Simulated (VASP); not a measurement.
System Al₂O₃ (space group R-3c, No. 167); source of the atomic positions: the geometry relaxed with VASP Kohn-Sham DFT of a periodic cell, BLYP, VASP PAW PBE potentials, recommended (VASP).

Space group R-3c:H (No. 167). a = 4.836 Å, b = 4.836 Å, c = 13.209 Å, α = 90.00°, β = 90.00°, γ = 120.00°
```tsv
atom	site	symmetry	x	y	z
Al	12c	3.	0.3333	0.6667	0.0191
O	18e	.2	0.3063	0.3063	0.2500
```

Describe how the polyhedra about Al are linked (bonds: Al–O below 2.3 Å).

Al: AlO6 octahedron, sharing edges with three neighbours, corners with nine neighbours and a face with one neighbour.

They form a three-dimensional framework of corner-, edge- and face-sharing octahedra.

Centre to centre across a shared edge: 2.84 Å; across a shared corner: 3.27 to 3.56 Å; across a shared face: 2.71 Å.

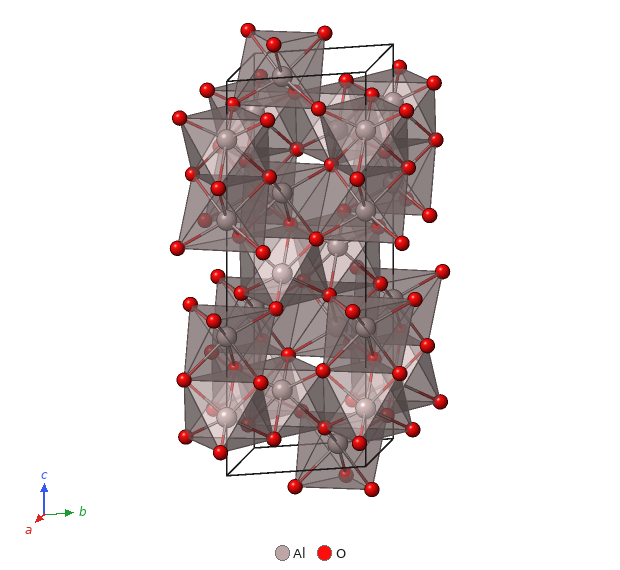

Polyhedra are drawn about Al (bonds: Al–O below 2.3 Å); other atoms are plain spheres.
